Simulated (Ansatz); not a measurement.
**Cu: 5 runs along one coordinate**

System: Cu (1 atom in the cell).
Method: DFT, PBEsol, plane waves (420 eV) with PAW, scalar-relativistic, no spin polarisation (Ansatz 0.2.0).

The 5 runs differ only in the geometry, by an even scaling of the cell at fixed fractional positions.

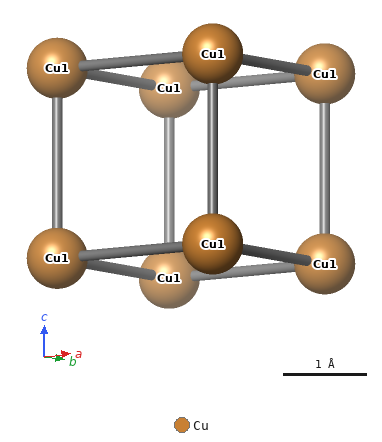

Figure 1. The structure of run 3 (ball-and-stick view of the cell of the calculation, seen at an oblique angle; atoms are numbered from 1 in the order of the input).

## Input of run 3
```yaml
crystal:
  lattice:
    - [2.3277272473, 0.0, 0.0]
    - [0.0, 2.3277272473, 0.0]
    - [0.0, 0.0, 2.3277272473]
  atoms:
    - { symbol: Cu, position: [0.0, 0.0, 0.0] }
hamiltonian:
  xc: pbesol
  pseudopotentials:
    kind: paw
    azcp:
      Cu: "pseudopotentials/Cu.paw.azcp"
basis:
  ecutwfc: 420
  fft_grid_basis: typed
kpoints:
  mp_grid: { grid: [15, 15, 15], shift: [0, 0, 0] }
magnetization:
  spin_polarized: false
scf:
  occupations: { method: fermi_dirac, width: 0.1 }
  lower_state_search: "off"
output:
  stress: true
  write_density: true
  write_potential: true
  elf: true
  volumetric_format: npy
```

Lattice vectors (Å) and fractional positions of run 3:
```
   2.327727    0.000000    0.000000
   0.000000    2.327727    0.000000
   0.000000    0.000000    2.327727
Cu  0.000000  0.000000  0.000000
```

Run 2 differs from it as follows:
```diff
-    - [2.3277272473, 0.0, 0.0]
-    - [0.0, 2.3277272473, 0.0]
-    - [0.0, 0.0, 2.3277272473]
+    - [2.2949379888, 0.0, 0.0]
+    - [0.0, 2.2949379888, 0.0]
+    - [0.0, 0.0, 2.2949379888]
```

## Results, with one run withheld

```tsv
run	volume per atom (Å³)	free energy per atom, from the lowest run given (meV)	pressure (GPa)
1	11.561	85.93	21.65
2	12.087	?	?
3	12.612	0.96	5.53
4	13.663	0.00	−4.45
5	14.714	50.98	−10.60
```

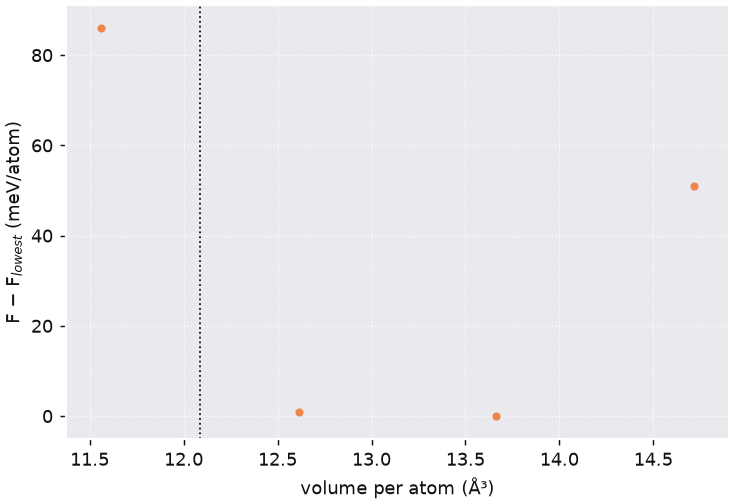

Figure 2. Free energy per atom of the runs given; the dotted line marks run 2.

Estimate the energy of run 2 from the others.

A quadratic polynomial in V^(−2/3) (the Birch–Murnaghan form), fitted to the 4 runs given, misses them by at most 0.82 meV per atom. With x = V^(−2/3) − 0.18041 Å⁻², it reads F = −7.4708 + 719.82 x + 3.5724e+05 x² (meV per atom). At run 2 it gives 31.30 meV per atom, and the run itself gives 30.29. The slope of the fit gives a pressure −dF/dV of 12.55 GPa there, and the run prints 12.63 GPa. The two needn't agree exactly: the fit is approximate, and the printed stress is taken on a finite basis. The fit has its minimum at 13.160 Å³ per atom, where V d²F/dV² gives 124 GPa: the bulk modulus at this level, since symmetry fixes the shape and the positions. So low a polynomial doesn't follow these energies more closely.

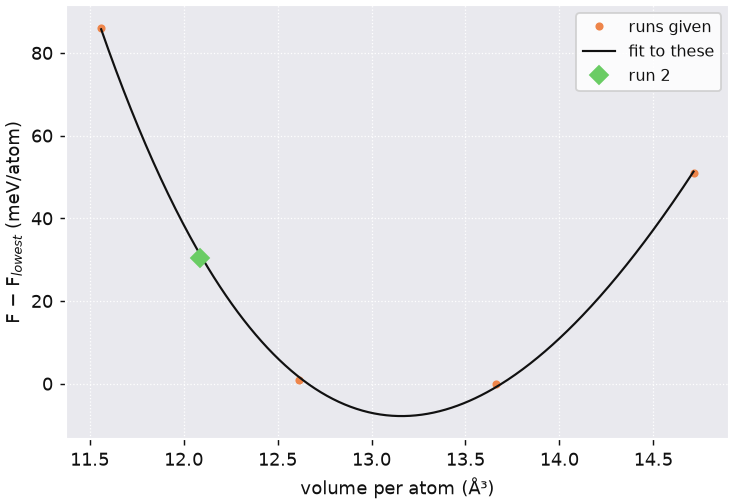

Figure 3. The fit and the withheld run.

## Output, shortened to warnings, some set-up lines, iterations and results (run 2)
```
Warning: [file] the record states the generating functional pbe (its physics header spells it `PBE`), which answers neither for hamiltonian.xc's functional nor for the pbesol family's — results may be inconsistent (PPs are generated against a specific XC)
Basis set: ecut = 420 eV, 251 PW (Γ)
Symmetry: 48 space group operations
k-points: 120 of 3375
Initial density: superposition of atomic densities (neutral atoms: chi_scale 0, normalization atom), corrected by the library's trained network
[...]
SCF iter   1: F=—  HF=-6588.212315 eV  |F-HF|=—  |Δ(HF+E_count)|=         —  Δρ=1.61e-2  dr2=1.54e-2  ethr=1.77e-3  ⟨swp⟩=5.3  Hψ=8491  notcnv=0
SCF iter   2: F=—  HF=-6588.208566 eV  |F-HF|=—  |Δ(HF+E_count)|=   3.75e-3  Δρ=1.38e-3  dr2=1.13e-4  ethr=8.09e-5  ⟨swp⟩=2.6  Hψ=3635  notcnv=0  defer=22
SCF iter   3: F=—  HF=-6588.208522 eV  |F-HF|=—  |Δ(HF+E_count)|=   4.36e-5  Δρ=8.37e-4  dr2=2.60e-5  ethr=5.92e-7  ⟨swp⟩=2.2  Hψ=2640  notcnv=0  defer=22
SCF iter   4: F=—  HF=-6588.208532 eV  |F-HF|=—  |Δ(HF+E_count)|=   9.96e-6  Δρ=5.26e-5  dr2=1.23e-7  ethr=1.37e-7  ⟨swp⟩=1.0  Hψ=1657  notcnv=0  defer=22
SCF iter   5: F=-6588.208532 eV  HF=-6588.208532 eV  |F-HF|=6.64e-11  |Δ(HF+E_count)|=   1.96e-8  Δρ=2.21e-6  dr2=1.57e-10  ethr=6.46e-10  ⟨swp⟩=2.5  Hψ=2730  notcnv=0  …
SCF iter   6: F=-6588.208532 eV  HF=-6588.208532 eV  |F-HF|=0.00e0  |Δ(HF+E_count)|=  6.09e-11  Δρ=1.61e-7  dr2=2.02e-12  ethr=1.00e-12  ⟨swp⟩=4.9  Hψ=8013  notcnv=0
SCF 1 converged in 6 iterations: F = -6588.208532 eV  dr2 = 2.02e-12
SCF converged after 6 iterations
Free energy (F): -6588.208532 eV
Harris-Foulkes:  -6588.208532 eV  (|F-HF|=0.00e0)
Internal energy: -6588.201450 eV  (E = F + TS)
E sigma→0 (E₀):  -6588.204991 eV
Entropy (-TS):   -0.007082 eV (-7.082 meV/atom)
Fermi energy:    15.868688 eV
--- Per-component energies (eV) ---
  E_band       = -371.510779
  E_kinetic    = 301.648691
  E_local      = -4207.526814  (includes V_loc(G=0)·N_el)
  E_nonlocal   = 393.582511
  E_hartree    = 1854.304631
  E_xc         = -89.142700
  E_vxc        = -115.555164  (∫ρ·V_xc dr)
  E_paw        = -1627.888056  (= ΣΔE_a)
  E_vpaw       = -452.269423  (= ΣTr[D̂ρ^β])
  E_aug_tail   = 0.000277  (compensation charges beyond the density's cutoff)
  E_ewald      = -3213.386193
  E_core_change = 0.206202  (= ΣΔE_core)
  E_smearing   = -0.007082  (= −TS)
  E_closure    = -0.000000  (closes the sum)
  Σ components = -6588.208532   (vs F -6588.208532, Δ=0.00e0)
--- Stress (GPa, compression-positive) ---
       12.631733       0.000000       0.000000
        0.000000      12.631733       0.000000
        0.000000       0.000000      12.631733
  P = ⅓ Tr σ = 12.6317 GPa (126.317 kbar)
```

Warnings of the run: the PAW datasets were made with another functional.
